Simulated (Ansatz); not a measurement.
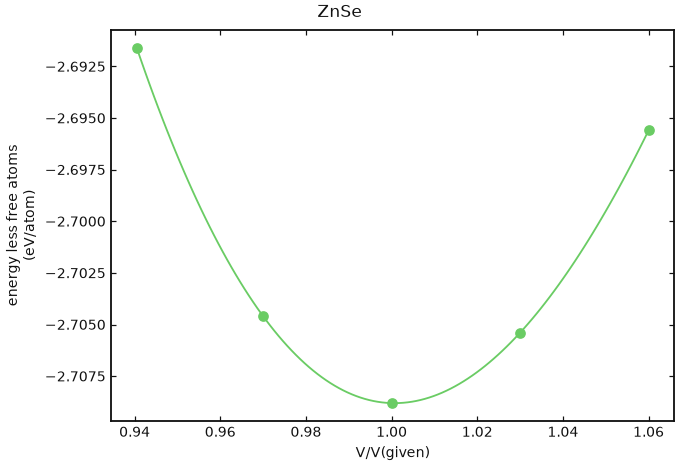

The plot gives the computed energy less free atoms against V/V(given) for ZnSe, space group Fm-3m (No. 225) (cell built by us, not taken from a database).

The given structure:
```yaml
crystal:
  lattice:
    - [0.00000, 2.68362, 2.68362]
    - [2.68362, 0.00000, 2.68362]
    - [2.68362, 2.68362, 0.00000]
  atoms:
    - { symbol: Zn, position: [0.00000, 0.00000, 0.00000] }
    - { symbol: Se, position: [0.50000, 0.50000, 0.50000] }
```

Method: periodic Kohn-Sham DFT of a crystal at fixed atoms, scaled to the stated factor times the given cell; pressure positive in compression, energy less spherical unpolarised free atoms (Ansatz 0.2.0). Level: PBE.

- method: all-electron LAPW
- relativity: scalar
- k mesh: 13×13×13
- occupations: Fermi–Dirac
- smearing width: 0.08 eV
- basis error target: 0.5 (meV/atom)
- nucleus: Gaussian

V(given) is 19.33 Å³/atom.

From this curve and the settings, what does the calculation give for the pressure at the same points?

The pressure falls from 5.037 GPa at V/V(given) 0.941 to −3.518 GPa at 1.060, and changes sign near 1.001.

```csv
V/V(given),pressure (GPa)
0.941,5.037
0.970,2.362
1.000,0.062
1.030,-1.879
1.060,-3.518
```
